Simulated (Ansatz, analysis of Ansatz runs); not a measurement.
**N on an O site in ZnO: charge-transition level against experiment**

Subject: N on an O site in ZnO. Wanted: its charge-transition level, in one set-up (PBE, 72-site cell, PBE lattice, 420 eV, k: the single point 1/4 1/4 1/4 then 2x2x2 shifted 0.5 0.5 0.5, started with the impurity moved along one bond). The model is a cell of 72 host atoms with 1 O taken out and 1 N put in. The level is the Fermi energy at which two charge states have equal formation energy, after a correction for the images of the charge. A local or semilocal functional is the cheapest first rung.

What was measured. (0/-1) level above the valence-band top: 1.4 eV (“Acceptors in ZnO”, 2015, McCluskey et al.).

Program: Ansatz 0.2.0. Level of theory: plane-wave PAW DFT, PBE; relaxation of all atoms of a defect supercell. Results are calculated unless marked as measured.

### 1. Starting point

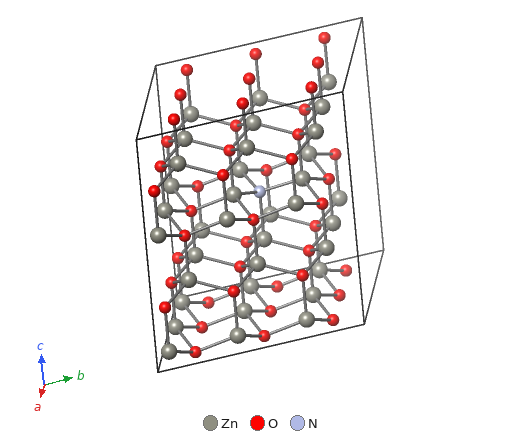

Start, viewed slightly off an axis; zinc grey, oxygen red, nitrogen light blue. Some periodic images of atoms are drawn too.

The cell holds 72 atoms: 36 Zn, 35 O and 1 N. Cell: a = 9.839 Å, b = 9.839 Å, c = 10.587 Å, α = 90.0°, β = 90.0°, γ = 120.0°. It derives from ZnO (space group P6_3mc). Nearest the centre at fractional (0.444, 0.556, 0.440): N36 at 0.15 Å, Zn46 at 2.00 Å, Zn14 at 2.00 Å, Zn38 at 2.00 Å, Zn33 at 2.01 Å, O47 at 3.25 Å, O43 at 3.25 Å, O15 at 3.25 Å.

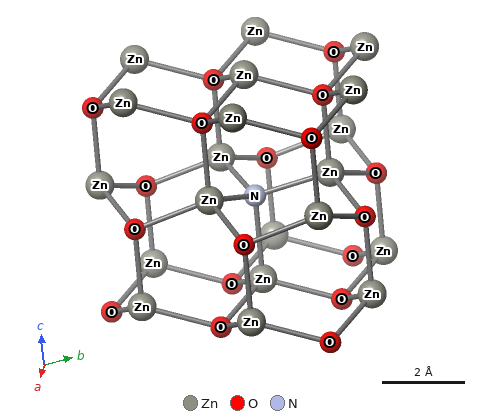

The atoms within 5 Å of the centre.

The host's primitive cell comes from a first run (plane-wave PAW DFT, PBE; relaxation of the host's cell and atoms): vectors of 3.280, 3.280 and 5.293 Å. That is 12.33 Å³ an atom, 3.6 % over the diffraction cell's volume. The supercell is built on it.

### 2. Relaxation, charge 0

Every later number rests on the structure around the defect, so the atoms are relaxed at the host's lattice first.

Contents of relax0/input.yaml:

```yaml
relax:
  f_tol: 0.02
  max_steps: 80
  random_displacement: { amplitude: 0.02, seed: 938 }
crystal:
  lattice:
    - [9.83855991, 0.0, 0.0]
    - [-4.91927996, 8.52044282, 0.0]
    - [0.0, 0.0, 10.58650211]
  atoms:
    - { symbol: Zn, position: [0.111111111, 0.222222222, 0.249983552] }
    - { symbol: Zn, position: [0.222222222, 0.111111111, -1.6448e-05] }
    - { symbol: O, position: [0.222222222, 0.111111111, 0.189521448] }
    - { symbol: O, position: [0.111111111, 0.222222222, 0.439521448] }
    - { symbol: Zn, position: [0.111111111, 0.222222222, 0.749983552] }
    - { symbol: Zn, position: [0.222222222, 0.111111111, 0.499983552] }
    - { symbol: O, position: [0.222222222, 0.111111111, 0.689521448] }
    - { symbol: O, position: [0.111111111, 0.222222222, 0.939521448] }
    - { symbol: Zn, position: [0.111111111, 0.555555556, 0.249983552] }
    - { symbol: Zn, position: [0.222222222, 0.444444444, -1.6448e-05] }
    - { symbol: O, position: [0.222222222, 0.444444444, 0.189521448] }
    - { symbol: O, position: [0.111111111, 0.555555556, 0.439521448] }
    - { symbol: Zn, position: [0.111111111, 0.555555556, 0.749983552] }
    - { symbol: Zn, position: [0.222222222, 0.444444444, 0.499983552] }
    - { symbol: O, position: [0.222222222, 0.444444444, 0.689521448] }
    - { symbol: O, position: [0.111111111, 0.555555556, 0.939521448] }
    - { symbol: Zn, position: [0.111111111, 0.888888889, 0.249983552] }
    - { symbol: Zn, position: [0.222222222, 0.777777778, -1.6448e-05] }
    - { symbol: O, position: [0.222222222, 0.777777778, 0.189521448] }
    - { symbol: O, position: [0.111111111, 0.888888889, 0.439521448] }
    - { symbol: Zn, position: [0.111111111, 0.888888889, 0.749983552] }
    - { symbol: Zn, position: [0.222222222, 0.777777778, 0.499983552] }
    - { symbol: O, position: [0.222222222, 0.777777778, 0.689521448] }
    - { symbol: O, position: [0.111111111, 0.888888889, 0.939521448] }
    - { symbol: Zn, position: [0.444444444, 0.222222222, 0.249983552] }
    - { symbol: Zn, position: [0.555555556, 0.111111111, -1.6448e-05] }
    - { symbol: O, position: [0.555555556, 0.111111111, 0.189521448] }
    - { symbol: O, position: [0.444444444, 0.222222222, 0.439521448] }
    - { symbol: Zn, position: [0.444444444, 0.222222222, 0.749983552] }
    - { symbol: Zn, position: [0.555555556, 0.111111111, 0.499983552] }
    - { symbol: O, position: [0.555555556, 0.111111111, 0.689521448] }
    - { symbol: O, position: [0.444444444, 0.222222222, 0.939521448] }
    - { symbol: Zn, position: [0.444444444, 0.555555556, 0.249983552] }
    - { symbol: Zn, position: [0.555555556, 0.444444444, -1.6448e-05] }
    - { symbol: O, position: [0.555555556, 0.444444444, 0.189521448] }
    - { symbol: "N", position: [0.444444444, 0.555555556, 0.453690434] }
    - { symbol: Zn, position: [0.444444444, 0.555555556, 0.749983552] }
    - { symbol: Zn, position: [0.555555556, 0.444444444, 0.499983552] }
    - { symbol: O, position: [0.555555556, 0.444444444, 0.689521448] }
    - { symbol: O, position: [0.444444444, 0.555555556, 0.939521448] }
    - { symbol: Zn, position: [0.444444444, 0.888888889, 0.249983552] }
    - { symbol: Zn, position: [0.555555556, 0.777777778, -1.6448e-05] }
    - { symbol: O, position: [0.555555556, 0.777777778, 0.189521448] }
    - { symbol: O, position: [0.444444444, 0.888888889, 0.439521448] }
    - { symbol: Zn, position: [0.444444444, 0.888888889, 0.749983552] }
    - { symbol: Zn, position: [0.555555556, 0.777777778, 0.499983552] }
    - { symbol: O, position: [0.555555556, 0.777777778, 0.689521448] }
    - { symbol: O, position: [0.444444444, 0.888888889, 0.939521448] }
    - { symbol: Zn, position: [0.777777778, 0.222222222, 0.249983552] }
    - { symbol: Zn, position: [0.888888889, 0.111111111, -1.6448e-05] }
    - { symbol: O, position: [0.888888889, 0.111111111, 0.189521448] }
    - { symbol: O, position: [0.777777778, 0.222222222, 0.439521448] }
    - { symbol: Zn, position: [0.777777778, 0.222222222, 0.749983552] }
    - { symbol: Zn, position: [0.888888889, 0.111111111, 0.499983552] }
    - { symbol: O, position: [0.888888889, 0.111111111, 0.689521448] }
    - { symbol: O, position: [0.777777778, 0.222222222, 0.939521448] }
    - { symbol: Zn, position: [0.777777778, 0.555555556, 0.249983552] }
    - { symbol: Zn, position: [0.888888889, 0.444444444, -1.6448e-05] }
    - { symbol: O, position: [0.888888889, 0.444444444, 0.189521448] }
    - { symbol: O, position: [0.777777778, 0.555555556, 0.439521448] }
    - { symbol: Zn, position: [0.777777778, 0.555555556, 0.749983552] }
    - { symbol: Zn, position: [0.888888889, 0.444444444, 0.499983552] }
    - { symbol: O, position: [0.888888889, 0.444444444, 0.689521448] }
    - { symbol: O, position: [0.777777778, 0.555555556, 0.939521448] }
    - { symbol: Zn, position: [0.777777778, 0.888888889, 0.249983552] }
    - { symbol: Zn, position: [0.888888889, 0.777777778, -1.6448e-05] }
    - { symbol: O, position: [0.888888889, 0.777777778, 0.189521448] }
    - { symbol: O, position: [0.777777778, 0.888888889, 0.439521448] }
    - { symbol: Zn, position: [0.777777778, 0.888888889, 0.749983552] }
    - { symbol: Zn, position: [0.888888889, 0.777777778, 0.499983552] }
    - { symbol: O, position: [0.888888889, 0.777777778, 0.689521448] }
    - { symbol: O, position: [0.777777778, 0.888888889, 0.939521448] }
  host:
    repeats: [3, 3, 2]
    atoms:
      - { symbol: Zn, position: [0.333333333, 0.666666667, 0.499967103] }
      - { symbol: Zn, position: [0.666666667, 0.333333333, -3.2897e-05] }
      - { symbol: O, position: [0.666666667, 0.333333333, 0.379042897] }
      - { symbol: O, position: [0.333333333, 0.666666667, 0.879042897] }
basis:
  ecutwfc: 420
  xc_grid: 2
hamiltonian:
  xc: pbe
kpoints:
  mp_grid: { grid: [1, 1, 1], shift: [0.25, 0.25, 0.25] }
magnetization:
  spin_polarized: true
  initial_magnetization: 1
  spin_locking: { lock_magnetization: hard }
scf:
  occupations: { method: fermi_dirac, width: 0.01 }
  max_iter: 120
output:
  forces: true
  charged_corrections:
    epsilon: [5.21, 5.21, 5.27]
    static_epsilon: [10.56, 10.56, 11.59]
    defect_position: [0.444444, 0.555556, 0.439521]
checkpoint:
  write: "../relax0.run"
  compress: false
  write_wavefunctions: true
  write_every: 100000
```

Command:

```sh
$ ansatz run input.yaml --threads 4 --pin off --max-ram 14131MiB --backend cpu --events-out ev --progress --plain --runs-dir out
```

Numbers of over 12 decimals in the logs are rounded to 6 here.

The program printed:

```text
[... repeated set-up lines and file paths are left out, and long positions are rounded to six places ...]
Engine: ansatz 0.2.0, x86_64-unknown-linux-gnu
Pseudopotentials: kind: paw
Pseudopotential: Zn, paw, valence charge 12, recommended cutoff 420 eV (normal), Zn.paw.azcp
Pseudopotential: O, paw, valence charge 6, recommended cutoff 420 eV (normal), O.paw.azcp
Pseudopotential: N, paw, valence charge 5, recommended cutoff 420 eV (normal), N.paw.azcp
Functional definition: PBE
  parameter kappa = 0.804
  parameter beta = 0.066725
  exchange = pbe_x(kappa = kappa, mu = beta*pi^2/3)
  correlation = pbe_c(beta = beta)
Crystal: 72 atoms, lattice volume = 887.455 Å³
Basis set: ecut = 420 eV, 17351 PW (Γ), exchange–correlation on 144×144×144 points (8 copies of the dense FFT grid, shifted against one another)
Bands: 396, of which v1, the nominal top of the filled ones, is band 324 counted from 1 (323 counted from 0)
Symmetry: 1 space group operations
k-points: 1
Non-local potential: Zn, projectors of the file, l = 0: 2, l = 1: 2, l = 2: 3, l = 3: 1
Non-local potential: O, projectors of the file, l = 0: 2, l = 1: 2, l = 2: 1
Non-local potential: N, projectors of the file, l = 0: 2, l = 1: 2, l = 2: 1
PAW form: soft (Blöchl's): semilocal exchange-correlation on the pseudo side does not see the compensation charge
PAW one-centre angular grid: Zn, 590 points (default); XC on 64 Gauss nodes
PAW one-centre angular grid: O, 110 points (default); XC on 64 Gauss nodes
PAW one-centre angular grid: N, 110 points (default); XC on 64 Gauss nodes
Initial density: superposition of atomic densities (chi_scale 0.1, normalization cell, long waves kept (reshape's long-wave potential 0.19 eV rms))
Starting moments: Σ|m| = 1 μB on 72 of 72 sites
Initial wavefunctions: pseudopotential atomic-orbital guess
Functional: x = pbe(κ = 0.804, μ = 0.219515), c = pbe(β = 0.066725)
SCF iter   1: F=—  HF=-139759.820944 eV  |F-HF|=—  |Δ(HF+E_count)|=         —  Δρ=5.19e-2 (↑5.01e-2 ↓5.19e-2)  dr2=6.12e1  dr2_m=3.15e-2  M=1.000 μB ∫|m|=1.036 μB  β_m=0.30  ethr=3.10e-3  ⟨swp⟩=6.0  Hψ=2872  notcnv=0
preconditioner: auto → Resta (q_TF=auto, 2.588 Å⁻¹)  ε∞=6.4  [insulator: Δε(μ)=0.049 eV  Ē_g=13.584 eV  σ=0.010 eV  W_gap=0.84  n_scr=242 (ndim 8)  ℏωp=31.7 eV  f_vac=0.001  D(μ)=14.83/eV (n_scr^D=70)  ε∞_Penn≈6.4]
spin=Collinear: Resta preconditioning applied to the charge; magnetization (m = ρ↑ − ρ↓) channel mixes plain (no charge-response kernel on spin).
SCF iter   2: F=—  HF=-139746.138769 eV  |F-HF|=—  |Δ(HF+E_count)|=    1.37e1  Δρ=2.67e-2 (↑2.61e-2 ↓2.67e-2)  dr2=1.72e1  dr2_m=2.81e-2  M=1.000 μB ∫|m|=1.058 μB  β_m=0.42  ethr=3.10e-3  ⟨swp⟩=2.0  Hψ=1502  notcnv=0  defer=132
SCF iter   3: F=—  HF=-139741.817412 eV  |F-HF|=—  |Δ(HF+E_count)|=    4.32e0  Δρ=1.37e-2 (↑1.06e-2 ↓1.37e-2)  dr2=3.67e0  dr2_m=1.52e-1  M=1.000 μB ∫|m|=1.122 μB  β_m=0.57  ethr=2.66e-3  ⟨swp⟩=2.0  Hψ=914  notcnv=0  defer=132
SCF iter   4: F=—  HF=-139741.027498 eV  |F-HF|=—  |Δ(HF+E_count)|=   7.90e-1  Δρ=4.65e-3 (↑4.65e-3 ↓4.20e-3)  dr2=7.02e-1  dr2_m=8.81e-3  M=1.000 μB ∫|m|=1.115 μB  β_m=0.58  ethr=5.67e-4  ⟨swp⟩=2.0  Hψ=1250  notcnv=0  defer=132
SCF iter   5: F=—  HF=-139741.083546 eV  |F-HF|=—  |Δ(HF+E_count)|=   5.60e-2  Δρ=2.33e-3 (↑2.15e-3 ↓2.33e-3)  dr2=1.70e-1  dr2_m=4.47e-3  M=1.000 μB ∫|m|=1.124 μB  β_m=0.79  ethr=1.08e-4  ⟨swp⟩=2.0  Hψ=1502  notcnv=0  defer=132
SCF iter   6: F=—  HF=-139741.187100 eV  |F-HF|=—  |Δ(HF+E_count)|=   1.04e-1  Δρ=1.58e-3 (↑1.27e-3 ↓1.58e-3)  dr2=4.96e-2  dr2_m=1.94e-3  M=1.000 μB ∫|m|=1.123 μB  β_m=0.74  ethr=2.63e-5  ⟨swp⟩=2.0  Hψ=1250  notcnv=0  defer=132
SCF iter   7: F=—  HF=-139741.199395 eV  |F-HF|=—  |Δ(HF+E_count)|=   1.23e-2  Δρ=7.80e-4 (↑5.17e-4 ↓7.80e-4)  dr2=1.54e-2  dr2_m=5.63e-4  M=1.000 μB ∫|m|=1.125 μB  β_m=0.66  ethr=7.66e-6  ⟨swp⟩=2.0  Hψ=1250  notcnv=0  defer=132
SCF iter   8: F=—  HF=-139741.200800 eV  |F-HF|=—  |Δ(HF+E_count)|=   1.40e-3  Δρ=3.47e-4 (↑2.45e-4 ↓3.47e-4)  dr2=5.70e-3  dr2_m=9.40e-5  M=1.000 μB ∫|m|=1.125 μB  β_m=0.83  ethr=2.39e-6  ⟨swp⟩=2.0  Hψ=1250  notcnv=0  defer=132
SCF iter   9: F=—  HF=-139741.203205 eV  |F-HF|=—  |Δ(HF+E_count)|=   2.41e-3  Δρ=2.19e-4 (↑2.02e-4 ↓2.19e-4)  dr2=3.24e-3  dr2_m=6.64e-6  M=1.000 μB ∫|m|=1.125 μB  β_m=0.72  ethr=8.81e-7  ⟨swp⟩=2.0  Hψ=1376  notcnv=0  defer=132
SCF iter  10: F=—  HF=-139741.202883 eV  |F-HF|=—  |Δ(HF+E_count)|=   3.23e-4  Δρ=1.25e-4 (↑7.77e-5 ↓1.25e-4)  dr2=1.21e-3  dr2_m=2.26e-5  M=1.000 μB ∫|m|=1.125 μB  β_m=0.86  ethr=5.01e-7  ⟨swp⟩=2.0  Hψ=1249  notcnv=0  defer=132
SCF iter  11: F=—  HF=-139741.202863 eV  |F-HF|=—  |Δ(HF+E_count)|=   1.93e-5  Δρ=8.32e-5 (↑6.11e-5 ↓8.32e-5)  dr2=7.79e-4  dr2_m=5.99e-6  M=1.000 μB ∫|m|=1.124 μB  β_m=0.82  ethr=1.87e-7  ⟨swp⟩=2.0  Hψ=1237  notcnv=0  defer=132
SCF iter  12: F=—  HF=-139741.202756 eV  |F-HF|=—  |Δ(HF+E_count)|=   1.08e-4  Δρ=7.25e-5 (↑5.06e-5 ↓7.25e-5)  dr2=3.66e-4  dr2_m=4.34e-6  M=1.000 μB ∫|m|=1.124 μB  β_m=0.77  ethr=1.20e-7  ⟨swp⟩=2.0  Hψ=1237  notcnv=0  defer=132
SCF iter  13: F=—  HF=-139741.202700 eV  |F-HF|=—  |Δ(HF+E_count)|=   5.60e-5  Δρ=5.20e-5 (↑3.76e-5 ↓5.20e-5)  dr2=1.35e-4  dr2_m=2.68e-6  M=1.000 μB ∫|m|=1.123 μB  β_m=0.73  ethr=5.66e-8  ⟨swp⟩=2.0  Hψ=1237  notcnv=0  defer=132
[...]
greatest PAW one-centre occupation: 0.988 electrons in one spin orbital (limit 2), on the Zn atom at site 32 (counted from 0), in its partial waves of l = 2
relax step   1: F+E_penalty+E_count = -139741.20268533 eV  Δ(F+E_penalty+E_count) = +0.000e0 eV  max|allowed force component| = 6.773e-1 eV/Å  Δτ_max = 0.0000 Å  (16 SCF iters, dr2 threshold 1.00e-5 eV, accepted)
[...]
relax step   2: F+E_penalty+E_count = -139741.35372029 eV  Δ(F+E_penalty+E_count) = -1.510e-1 eV  max|allowed force component| = 4.834e-1 eV/Å  Δτ_max = 0.0545 Å  (8 SCF iters, dr2 threshold 2.87e-5 eV, accepted)
relax step   3: F+E_penalty+E_count = -139741.47953017 eV  Δ(F+E_penalty+E_count) = -1.258e-1 eV  max|allowed force component| = 1.650e-1 eV/Å  Δτ_max = 0.1009 Å  (10 SCF iters, dr2 threshold 1.46e-5 eV, accepted)
relax step   4: F+E_penalty+E_count = -139741.49214247 eV  Δ(F+E_penalty+E_count) = -1.261e-2 eV  max|allowed force component| = 1.091e-1 eV/Å  Δτ_max = 0.0187 Å  (10 SCF iters, dr2 threshold 3.17e-6 eV, accepted)
relax step   5: F+E_penalty+E_count = -139741.50085690 eV  Δ(F+E_penalty+E_count) = -8.714e-3 eV  max|allowed force component| = 4.868e-2 eV/Å  Δτ_max = 0.0320 Å  (10 SCF iters, dr2 threshold 1.39e-6 eV, accepted)
relax step   6: F+E_penalty+E_count = -139741.50245741 eV  Δ(F+E_penalty+E_count) = -1.601e-3 eV  max|allowed force component| = 2.746e-2 eV/Å  Δτ_max = 0.0100 Å  (10 SCF iters, dr2 threshold 4.72e-7 eV, accepted)
relax step   7: F+E_penalty+E_count = -139741.50267728 eV  Δ(F+E_penalty+E_count) = -2.199e-4 eV  max|allowed force component| = 9.014e-2 eV/Å  Δτ_max = 0.0259 Å  (12 SCF iters, accepted)
relax step   8: F+E_penalty+E_count = -139741.50370672 eV  Δ(F+E_penalty+E_count) = -1.029e-3 eV  max|allowed force component| = 1.103e-2 eV/Å  Δτ_max = 0.0096 Å  (7 SCF iters, dr2 threshold 2.59e-6 eV, accepted)
[...]
relax step   9: F+E_penalty+E_count = -139741.50370682 eV  Δ(F+E_penalty+E_count) = -9.919e-8 eV  max|allowed force component| = 1.114e-2 eV/Å  Δτ_max = 0.0000 Å  (6 SCF iters, accepted)
NSCF: frozen V_eff on 1 k-points
the band table was solved once a step of the walk had ended and its energy, with any forces and stress, was formed, with the checks that follow a solve (2600 applications of the Hamiltonian). They found nothing against the state; [...]
SCF converged after 6 iterations
Stability checked in part: among states of this total moment the steps that led to this state did not find it unstable. No probe was made; neither looks for a lower state of another moment (fixed_total_moment; see scf.lower_state_search)
Magnetization: 1.0000 μB (324.0000 up, 323.0000 down)
Absolute magnetization: 1.1260 μB (∫|ρ↑−ρ↓|, with the PAW one-centre terms)
Spin contamination: 0.0029 ħ² per cell (⟨S²⟩ above its minimum at these occupations)
Per-site moments (μB) at R_I (Å): [(0.000636381, 0.824259), (0.000510209, 0.823226), (0.00124212, 0.823087), [... 69 left out ...]
Free energy (F): -139741.503707 eV
Harris-Foulkes:  -139741.503707 eV  (|F-HF|=6.98e-10)
Internal energy: -139741.503663 eV  (E = F + TS)
E sigma→0 (E₀):  -139741.503685 eV
Entropy (-TS):   -0.000044 eV (-0.001 meV/atom)
Fermi energy:    6.814921 (↑ 7.770828, ↓ 6.814921) eV
--- Per-component energies (eV) ---
  E_band       = 910.748537
  E_kinetic    = 10931.142154
  E_local      = -72844.861871  (includes V_loc(G=0)·N_el)
  E_nonlocal   = 24019.480826
  E_hartree    = 29895.248089
  E_xc         = -7534.852816
  E_vxc        = -5184.892736  (∫ρ·V_xc dr)
  E_paw        = -71608.392473  (= ΣΔE_a)
  E_vpaw       = -15800.688480  (= ΣTr[D̂ρ^β])
  E_aug_tail   = 0.072419  (compensation charges beyond the density's cutoff)
  E_ewald      = -52599.339990
  E_smearing   = -0.000044  (= −TS)
  E_closure    = -0.000000  (closes the sum)
  Σ components = -139741.503707   (vs F -139741.503707, Δ=0.00e0)
--- Forces (eV/Å), atoms counted from 1 ---
  atom   1  Zn     0.00004029    -0.00538869     0.00262417
  atom   2  Zn     0.00043898    -0.00350529    -0.00125576
  [... 8 atoms left out ...]
  atom  11  O      0.00040794     0.00291061    -0.00469654
  [... 2 atoms left out ...]
  atom  14  Zn    -0.00599555    -0.00565932    -0.00111524
  atom  15  O      0.00038194    -0.00191066     0.00368537
  [... 17 atoms left out ...]
  atom  33  Zn    -0.00499259    -0.00514309     0.01113806
  [... 2 atoms left out ...]
  atom  36  N      0.00373472    -0.00115549    -0.00970506
  [... 1 atom left out ...]
  atom  38  Zn     0.00368454    -0.00005695     0.00097852
  atom  39  O      0.00291262    -0.00432331     0.00581883
  [... 3 atoms left out ...]
  atom  43  O      0.00024494     0.00654721    -0.00685338
  [... 2 atoms left out ...]
  atom  46  Zn    -0.00088775     0.00910740    -0.00585836
  atom  47  O      0.00103108    -0.00104302     0.00338719
  [... 25 atoms left out ...]
  max |Σ_I F_I| component: 2.17e-5 eV/Å
--- Band table (eV) ---
  k-point 0 ↑: bands = ["-10.9838", "-10.8903", "-10.8411", "-10.8201", [... 388 left out ...] "16.6821", "16.7068", "16.7368", "16.7451"]
  k-point 0 ↓: bands = ["-10.9672", "-10.8693", "-10.8267", "-10.8018", [... 388 left out ...] "16.6875", "16.7110", "16.7396", "16.7478"]
--- Relaxed structure (9 steps of the walk, 9 accepted, 0 SCFs on fresh bases) ---
  F+E_penalty+E_count = -139741.50370682 eV   max|allowed force component| = 1.114e-2 eV/Å
  atoms:
    - { symbol: Zn, position: [0.111554, 0.223478, 0.251143] }
    - { symbol: Zn, position: [0.222324, 0.111218, 0.000558] }
    [... 8 atoms left out ...]
    - { symbol: O, position: [0.224312, 0.444824, 0.188804] }
    [... 2 atoms left out ...]
    - { symbol: Zn, position: [0.228123, 0.446442, 0.499991] }
    - { symbol: O, position: [0.219023, 0.443748, 0.691506] }
    [... 17 atoms left out ...]
    - { symbol: Zn, position: [0.447800, 0.552441, 0.254846] }
    [... 2 atoms left out ...]
    - { symbol: N, position: [0.443575, 0.556462, 0.439461] }
    [... 1 atom left out ...]
    - { symbol: Zn, position: [0.556013, 0.445378, 0.498394] }
    - { symbol: O, position: [0.554620, 0.445581, 0.687577] }
    [... 3 atoms left out ...]
    - { symbol: O, position: [0.555344, 0.775757, 0.189018] }
    [... 2 atoms left out ...]
    - { symbol: Zn, position: [0.554386, 0.771810, 0.500890] }
    - { symbol: O, position: [0.556405, 0.781088, 0.691896] }
    [... 25 atoms left out ...]
```

Elapsed: 3.3 min, on 4 threads of Intel Xeon 6975P-C (Granite Rapids), shared host; peak memory 4 GiB; 13 min of CPU time.

Relaxation path:

| step | energy less that of the first step (eV) | largest force component (eV/Å) |
| --- | --- | --- |
| 1 | 0.0000 | 0.6773 |
| 2 | -0.1510 | 0.4834 |
| 3 | -0.2768 | 0.1650 |
| 4 | -0.2895 | 0.1091 |
| 5 | -0.2982 | 0.0487 |
| 6 | -0.2998 | 0.0275 |
| 7 | -0.3000 | 0.0901 |
| 8 | -0.3010 | 0.0110 |
| 9 | -0.3010 | 0.0111 |

The atoms that moved most (Å, from the sites as typed, ahead of the random displacement):

| atom | dx | dy | dz | length |
| --- | --- | --- | --- | --- |
| N36 | -0.013 | 0.006 | -0.152 | 0.152 |
| Zn33 | 0.048 | -0.028 | 0.050 | 0.075 |
| Zn46 | 0.018 | -0.052 | 0.008 | 0.056 |
| Zn14 | 0.048 | 0.016 | -0.001 | 0.051 |
| O35 | 0.026 | -0.015 | -0.038 | 0.049 |
| Zn37 | -0.028 | 0.013 | -0.020 | 0.037 |
| O47 | -0.008 | 0.027 | 0.024 | 0.037 |
| O15 | -0.028 | -0.007 | 0.020 | 0.035 |

Neighbours of N36 at the end:

| atom | distance (Å) |
| --- | --- |
| Zn14 | 1.945 |
| Zn46 | 1.947 |
| Zn33 | 1.956 |
| Zn38 | 2.004 |
| O39 | 3.237 |
| O43 | 3.244 |
| O11 | 3.245 |
| O44 | 3.259 |
| O12 | 3.265 |
| Zn37 | 3.269 |
| O15 | 3.283 |
| O47 | 3.287 |
| O28 | 3.288 |
| O60 | 3.295 |
| O4 | 3.296 |
| O68 | 3.297 |

Read from the output:

```
free energy                           : -139741.5037 eV
total moment                          : 1 μB
integral of the absolute spin density : 1.126 μB
spin contamination                    : 0.002947
```

The relaxation ends 4.2 meV an atom lower than the displaced start, with a largest force component of 0.011 eV/Å.

(Part 1 of 3 ends here.)

[Logs are printed without paths, hosts, clocks, repeated set-up lines and the standing remarks that a program may print on its own settings, such as how far it seeks lower states.]

[Hosts, paths, dates, database ids (printed as entryN), source tags and the programs' standing remarks are cut or masked in the printed files.]

[For some hosts the program warned that the k-mesh of the response run may be too coarse for force constants and the static dielectric constant; such warnings are not shown here.]
